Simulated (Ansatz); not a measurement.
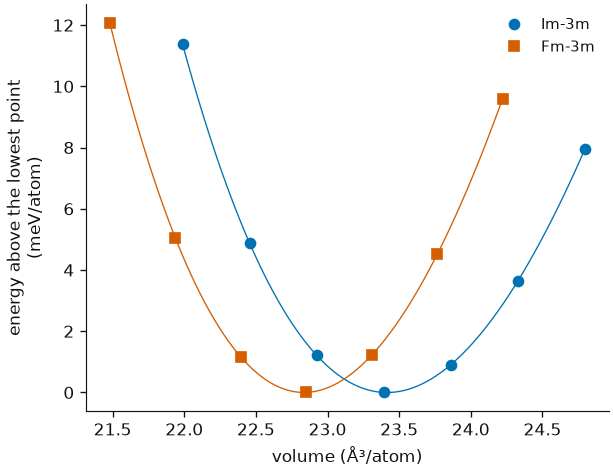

The picture above shows the energy above the lowest point against volume, with one curve for each structure, for Cd. Each energy curve has its own zero, so the curves don't rank the structures.

Method: equation of state of a cubic crystal from periodic Kohn-Sham density functional theory without spin, third-order Birch-Murnaghan fit to the free energies; pressure corrected for the finite basis (Ansatz 0.2.0 development build). Level: PBE.

- atoms in cell: 1
- occupation method: Fermi–Dirac
- occupation width: 0.06123 eV
- wave cutoff: 420 eV
- datasets: soft-1 PAW
- density tolerance: 1e−07 eV
- bands: 14
- density cutoff ratio: 4
- search for lower states: default

Settings that differ: Im-3m: k mesh 42×42×42, lattice centring body-centred primitive, space group number 229, structure type bcc; Fm-3m: k mesh 21×21×21, lattice centring face-centred primitive, space group number 225, structure type fcc.

Question: Order the curves by fitted equilibrium volume, smallest first.

Answer: Fm-3m 22.84, Im-3m 23.41 Å³/atom.

Question: Order the curves by fitted bulk modulus, smallest first.

Answer: Im-3m 36.0, Fm-3m 41.8 GPa.

Note: cubic model structure, not the ambient form.
